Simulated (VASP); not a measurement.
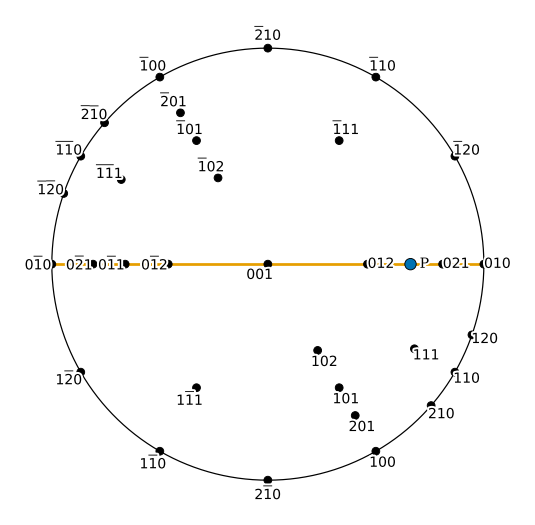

For TaN, the geometry relaxed with VASP 6.6.1, VASP Kohn-Sham DFT of a periodic cell, optB86b-vdW, VASP PAW PBE potentials, recommended: stereographic projection of plane normals (upper hemisphere) centred on (0 0 1). The drawing is computed from the coordinates (standard cell, symmetry found to 0.002 Å).

a = 2.907 Å, b = 2.907 Å, c = 5.899 Å, α = 90.00°, β = 90.00°, γ = 120.00°.

**Index the pole marked P.**

P is (0 1 1), in four indices (0 1 −1 1), 66.9° from the centre.

**Which zone does the coloured great circle trace?**

The zone [1 0 0]: its poles satisfy h = 0.

**What is the angle between the normals of (1 −2 0) and (2 −1 0), and what are their d_hkl = 1/|g|?**

60.0°; d = 1.454 Å and 1.454 Å.
